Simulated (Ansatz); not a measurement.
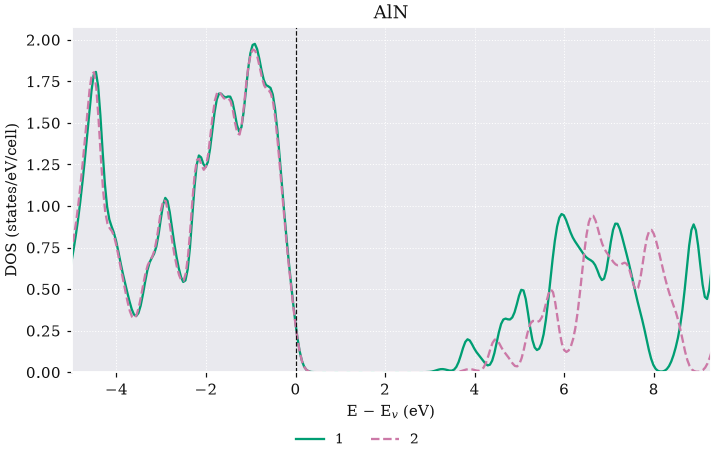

Total densities of states of AlN, space group R3m, 2 atoms in the cell, zincblende type, shear (111) strain +1.5%, by two methods on the same cell. The curves are built from the levels of the k mesh with Gaussians 0.3 eV wide, which also blur the band edges. Each is counted from its own valence-band top.

Which curve is which? The methods: r2SCAN, PBE.

1 is PBE; 2 is r2SCAN. PBE gives a gap of 3.27 eV and r2SCAN gives a gap of 3.88 eV.

Settings. PBE: DFT, PBE, plane waves, PAW, no spin polarisation, 10×10×10 k mesh, 420 eV cutoff (Ansatz). r2SCAN: DFT, r2SCAN, plane waves, PAW, no spin polarisation, 10×10×10 k mesh, 500 eV cutoff (Ansatz 0.2.0).
